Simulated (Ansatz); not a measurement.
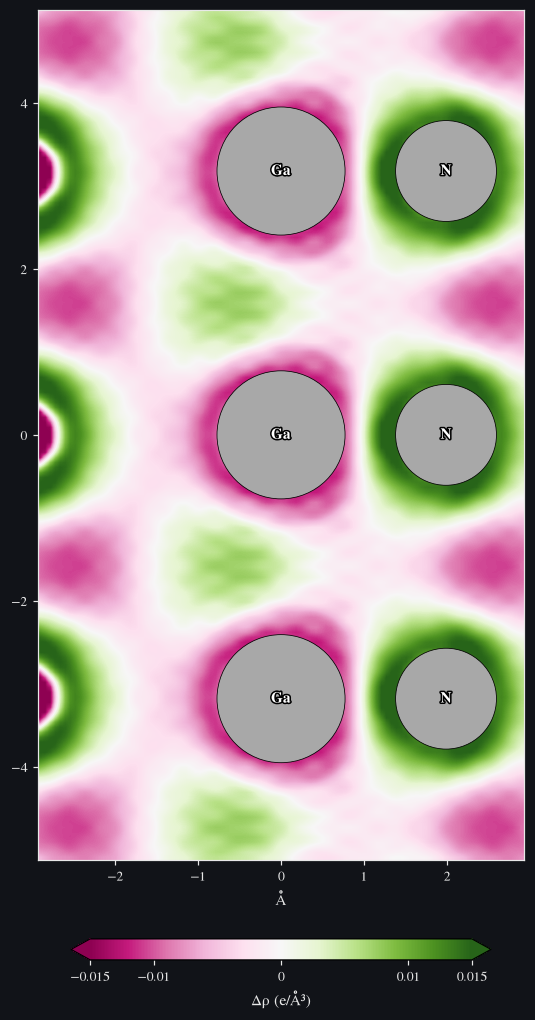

GaN. Difference of the valence pseudo-densities of two functionals at the same geometry, on the (11̄0) plane of the calculation cell: one of PBE and r2SCAN less the other.

Both computed with Ansatz (plane waves, PAW), on the same k-point mesh. Grey discs cover the atomic cores.

**Which was subtracted from which, and what does the map show?**

It is r2SCAN less PBE. Against PBE, r2SCAN gives less density around Ga (−0.007 e/Å³ on average at 1.0 Å from the nucleus) and more density around N (+0.013 e/Å³ on average at 0.8 Å from the nucleus).
